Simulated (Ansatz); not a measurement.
The cell of Se (P3_121, No. 152). Source of the atomic positions: the end point of a relaxation with DFT, revPBE, plane waves (420 eV) with PAW, scalar-relativistic in Ansatz.

```
Se
1.0
     6.37169    0.00000    0.00000
    -3.18585    5.51805    0.00000
     0.00000    0.00000    4.99023
Se
3
Direct
  0.15333 0.00000 0.33333
  0.00000 0.15333 0.66667
  0.84667 0.84667 0.00000
```

### Take as void every point where the procrystal density (the sum of the densities of spherically averaged neutral Hartree-Fock atoms) is below 0.002 e/bohr³. What do the voids look like?

The voids take about 46 % of the cell (80 Å³ of 175.5 Å³) and are bounded by about 87 Å² of surface per cell. Where they connect, they form a three-dimensional network.

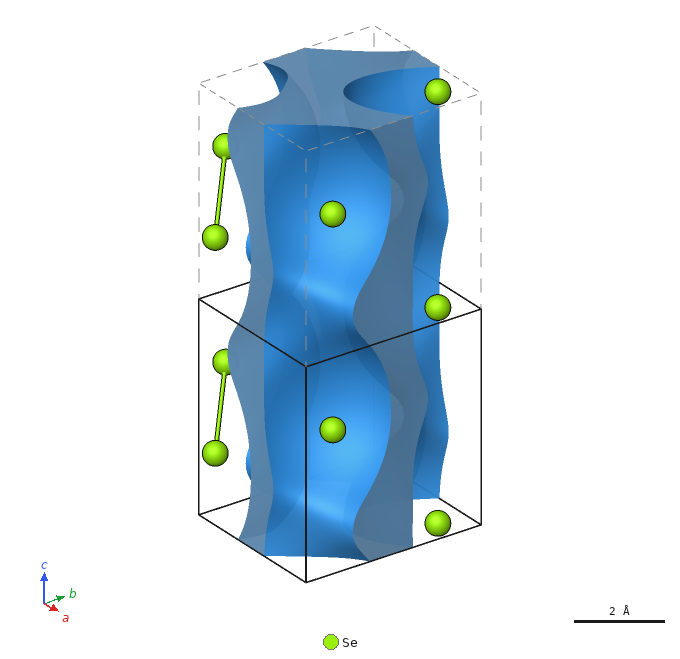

The voids drawn in 1×1×2 cells, view slightly off an axis. Pale faces close the region where the drawn box cuts it.
